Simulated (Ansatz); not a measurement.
**Single-point calculation, with input and output: W**

System: W (Im-3m, 1 atom in the cell).
Method: DFT PBE, scalar-relativistic, plane waves, PAW, no spin polarisation (Ansatz 0.2.0).

It belongs to a series of runs on one base structure; here: bulk in the cell of the (1 1 0) plane. Figures and captions count atoms from 1; the log counts them from 0 in places.

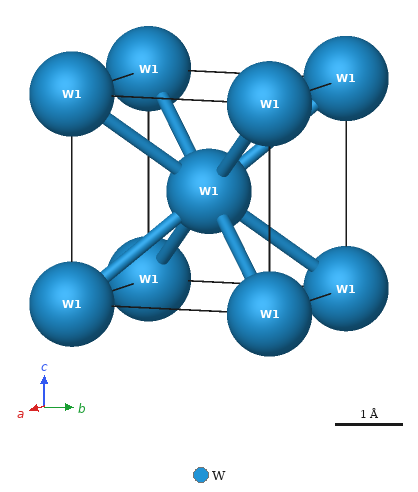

**Figure 1.** The input geometry (ball-and-stick view of the cell 2 times as large as that of the calculation, set on its symmetry axes, seen slightly off an axis; atoms are numbered from 1 in the order of the input).

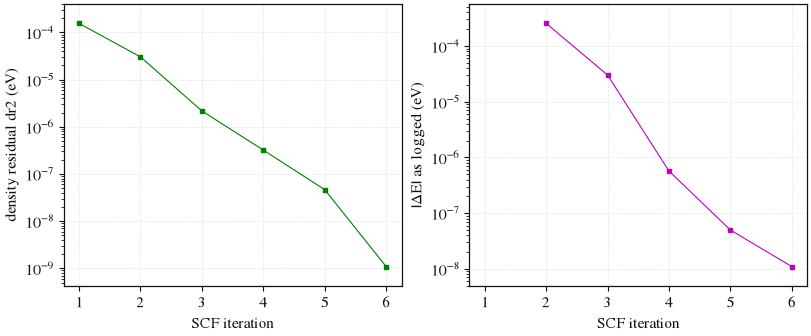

**Figure 2.** Convergence of the self-consistent field: density residual dr2 and size of the energy change against the SCF iteration. The residual falls at every step.

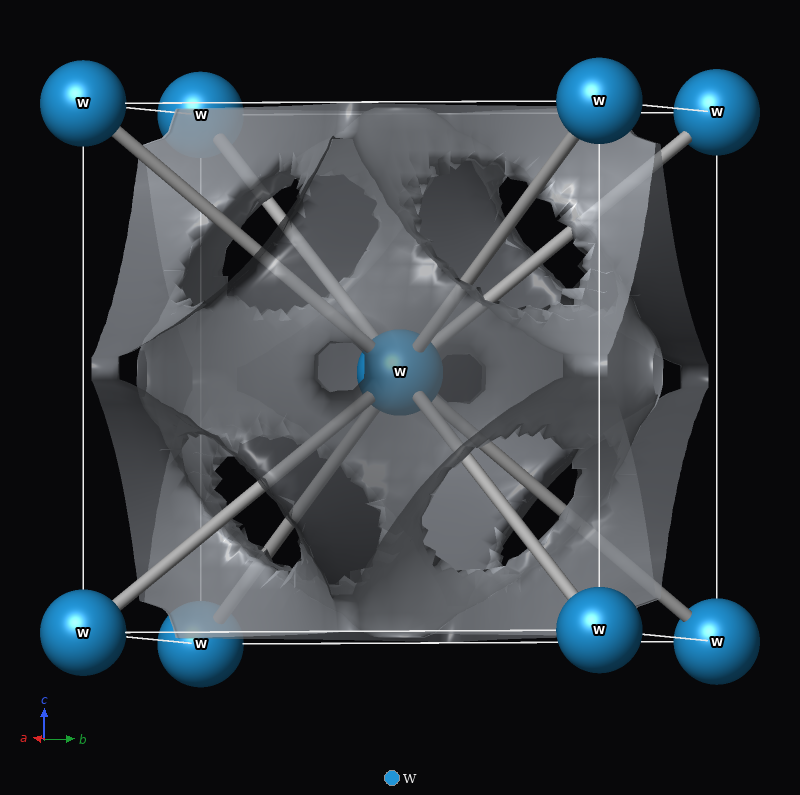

**Figure 3.** Isosurface of the electron localisation function at 0.4 (grey), seen at an oblique angle. Core shells and regions of very low density are left out. Sticks mark near contacts. The outline is the cell set on symmetry axes. The ELF exceeds this value in one network that runs through the whole crystal, counted in one cell of 2 atoms. Profiles from the grid: W–W (2.76 Å): the ELF is about 0.40 at the midpoint, which marks metallic bonding. Core electrons are frozen (PAW), so the fields are smoothed inside the atomic spheres.

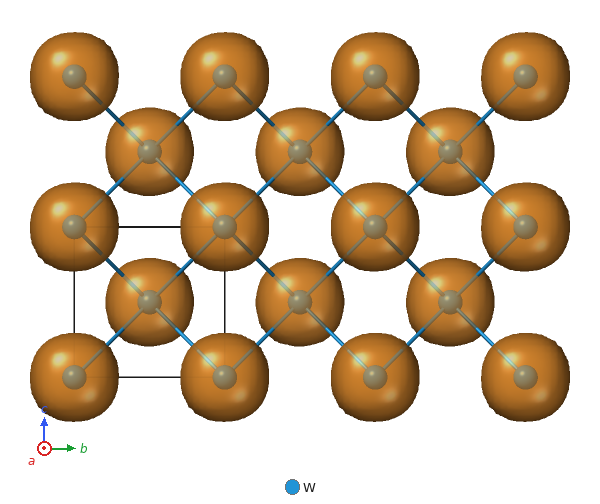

**Figure 4.** Isosurface of the valence charge density (pseudo) at 0.8 e/Å³ (orange), seen along the a axis. Sticks mark near contacts. The outline is the cell set on symmetry axes. At this value the density breaks into separate islands; it holds about 65 % of the electrons treated as valence (semicore included). It is pinched off along the W–W (2.76 Å) contacts. On the grid the lowest density along these lines, outside the cores, is 0.41 e/Å³ (W–W, 2.76 Å).

The input that produced these results follows, with the program's output.

### Input file
```yaml
crystal:
  lattice:
    - [2.7570339078, 0.0, 0.0]
    - [-0.9190113026, 2.5993564963, 0.0]
    - [0.9190113026, 1.2996782481, 2.2511087592]
  atoms:
    - { symbol: W, position: [0.0, 0.0, 0.0] }
basis:
  ecutwfc: 420
kpoints:
  mp_grid: { grid: [13, 13, 15] }
hamiltonian:
  xc: pbe
scf:
  occupations: { method: gaussian, width: 0.1 }
output:
  forces: true
  stress: true
  eigenvalues: true
  write_density: true
  write_potential: true
  elf: true
  volumetric_format: npy
```

Command:
```bash
ansatz run input.yaml --threads 2 --pin off --max-ram 5632MiB --backend cpu --events-out ev --progress --plain --runs-dir out
```

### Log
```
Warning: crystal.symmetry: narrowed to the stabiliser of the k-point mesh — unitary ops 48 → 4; excluded 44 operations that carry a point of the 13×13×15 mesh (shift [0, 0, 0]) off the mesh (the run samples exactly the mesh kpoints.mp_grid names, as under crystal.symmetry.detect: false, and its converged state has the mesh's symmetry, not the crystal's; ε∞, the Born charges and the force constants of a linear response (`dielectric:` by the response, `phonons.method: dfpt`) are averaged over those of the crystal's operations that the state keeps within a tolerance, where `mesh_tensors`, `unaveraged_element` or `gamma_mean_max_change_ev_ang2` stands beside them; a row that `dielectric.field_direction` solves alone is averaged likewise, with nothing beside; a Γ-centred mesh of equal divisions is mapped onto itself by every operation and keeps the whole group, as does a half-shifted one under kpoints.further_shifts: images)
Engine: ansatz 0.2.0, aarch64-unknown-linux-gnu
Pseudopotentials: kind: paw
Pseudopotential: W, paw, valence charge 14, recommended cutoff 420 eV (normal), W.paw.azcp
Functional definition: PBE
  parameter kappa = 0.804
  parameter beta = 0.06672455060314922
  exchange = pbe_x(kappa = kappa, mu = beta*pi^2/3)
  correlation = pbe_c(beta = beta)
Crystal: 1 atoms, lattice volume = 16.133 Å³
Basis set: ecut = 420 eV, 321 PW (Γ), exchange–correlation on 40×40×40 points (8 copies of the dense FFT grid, shifted against one another)
Bands: 11, of which v1, the nominal top of the filled ones, is band 7 counted from 1 (6 counted from 0)
Symmetry: 4 space group operations
k-points: 686 of 2535
Non-local potential: W, projectors of the file, l = 0: 3, l = 1: 2, l = 2: 2, l = 3: 1
PAW form: soft (Blöchl's): semilocal exchange-correlation on the pseudo side does not see the compensation charge
PAW one-centre angular grid: W, 590 points (default); XC on 64 Gauss nodes
Initial density: superposition of atomic densities (neutral atoms: chi_scale 0, normalization atom), corrected by the library's trained network
Initial wavefunctions: pseudopotential atomic-orbital guess
Functional: x = pbe(κ = 0.804, μ = 0.2195149727645171), c = pbe(β = 0.06672455060314922)
SCF iter   1: F=—  HF=-10384.831477 eV  |F-HF|=—  |Δ(HF+E_count)|=         —  Δρ=1.59e-3  dr2=1.56e-4  ethr=1.77e-3  ⟨swp⟩=5.0  Hψ=39544  notcnv=0
preconditioner: auto → none  [metal: Δε(μ)=0.027 eV  Ē_g=8.894 eV  σ=0.100 eV  W_gap=0.15  n_scr=0 (ndim 8)  ℏωp=22.6 eV  f_vac=0.000  D(μ)=0.28/eV (n_scr^D=0)]
SCF iter   2: F=—  HF=-10384.831222 eV  |F-HF|=—  |Δ(HF+E_count)|=   2.55e-4  Δρ=7.90e-4  dr2=3.04e-5  ethr=1.11e-6  ⟨swp⟩=2.4  Hψ=17204  notcnv=0
SCF iter   3: F=—  HF=-10384.831252 eV  |F-HF|=—  |Δ(HF+E_count)|=   3.01e-5  Δρ=1.41e-4  dr2=2.17e-6  ethr=2.17e-7  ⟨swp⟩=2.0  Hψ=11495  notcnv=0
SCF iter   4: F=—  HF=-10384.831252 eV  |F-HF|=—  |Δ(HF+E_count)|=   5.70e-7  Δρ=5.26e-5  dr2=3.21e-7  ethr=1.55e-8  ⟨swp⟩=2.0  Hψ=11946  notcnv=0
iter 5 did not close the SCF: its close was put off for the readings that it lacked (scf_convergence_deferred on its scf_iter line)
SCF iter   5: F=-10384.831252 eV  HF=-10384.831252 eV  |F-HF|=2.64e-8  |Δ(HF+E_count)|=   4.97e-8  Δρ=2.04e-5  dr2=4.65e-8  ethr=2.29e-9  ⟨swp⟩=2.4  Hψ=11318  notcnv=0
SCF iter   6: F=-10384.831252 eV  HF=-10384.831252 eV  |F-HF|=5.06e-10  |Δ(HF+E_count)|=   1.10e-8  Δρ=3.18e-6  dr2=1.09e-9  ethr=3.32e-10  ⟨swp⟩=5.7  Hψ=40099  notcnv=0
SCF 1 converged in 6 iterations: F = -10384.831252 eV  dr2 = 1.09e-9
  greatest PAW one-centre occupation: 1.000 electrons in one spin orbital (limit 2), on the W atom at site 0 (counted from 0), in its partial waves of l = 0
SCF converged after 6 iterations
Free energy (F): -10384.831252 eV
Harris-Foulkes:  -10384.831252 eV  (|F-HF|=5.06e-10)
Internal energy: -10384.829838 eV  (E = F + TS)
E sigma→0 (E₀):  -10384.830545 eV
Entropy (-TS):   -0.001414 eV (-1.414 meV/atom)
Fermi energy:    22.160091 eV
--- Per-component energies (eV) ---
  E_band       = -87.424920
  E_kinetic    = 449.495919
  E_local      = -610.763452  (includes V_loc(G=0)·N_el)
  E_nonlocal   = 0.274593
  E_hartree    = 218.538982
  E_xc         = -266.831883
  E_vxc        = -238.645954  (∫ρ·V_xc dr)
  E_paw        = -8562.388128  (= ΣΔE_a)
  E_vpaw       = -124.863047  (= ΣTr[D̂ρ^β])
  E_aug_tail   = -0.000063  (compensation charges beyond the density's cutoff)
  E_ewald      = -1613.155805
  E_smearing   = -0.001414  (= −TS)
  E_closure    = -0.000000  (closes the sum)
  Σ components = -10384.831252   (vs F -10384.831252, Δ=0.00e0)
--- Forces (eV/Å), atoms counted from 1 ---
  atom   1  W      0.00000000     0.00000000    -0.00000000
  max |Σ_I F_I| component: 6.16e-33 eV/Å
--- Stress (GPa, compression-positive) ---
       -0.741665       0.399199       0.190224
        0.399199      -0.459388       0.269018
        0.190224       0.269018       0.678698
  P = ⅓ Tr σ = -0.1741 GPa (-1.741 kbar)
--- Band table (eV; the first three rows and the last of 686) ---
  k-point 0: bands = ["-51.9502", "-15.5779", "-15.5760", "-15.5734", "12.6442", "20.9661", "20.9684", "20.9705", "24.3873", "24.3876", "36.6458"]
  k-point 1: bands = ["-51.9448", "-15.6303", "-15.5938", "-15.5782", "12.8548", "20.8394", "20.9396", "21.1743", "24.1885", "24.3902", "36.8214"]
  k-point 2: bands = ["-51.9297", "-15.7887", "-15.6438", "-15.5789", "13.4530", "20.5007", "20.8030", "21.7757", "23.8237", "24.4114", "37.2117"]
  k-point 685: bands = ["-51.7346", "-16.4317", "-16.4206", "-16.4203", "16.5431", "16.5769", "26.6414", "26.6442", "27.0930", "29.8564", "30.9784"]
```

### Summary

| quantity | value |
| --- | --- |
| outcome | converged |
| space group (tolerance 0.01 Å) | Im-3m (229) |
| electrons treated | 14 |
| free energy | −10384.8313 eV |
| Fermi energy | 22.160 eV |
| gap on the k-point mesh | none (metallic) |
| pressure | −0.17 GPa |
| largest force (length of the vector) | under 0.001 eV/Å |
| hardware | 2 threads of Arm Neoverse V1, 24 GiB of memory available, shared host |
| wall time | 5.4 s (CPU time 10 s) |
| peak memory | 0.4 GiB |

### Notes

The program warns: the k-point mesh lowers the symmetry that the run can use. Spin–orbit coupling is left out, which matters for W.
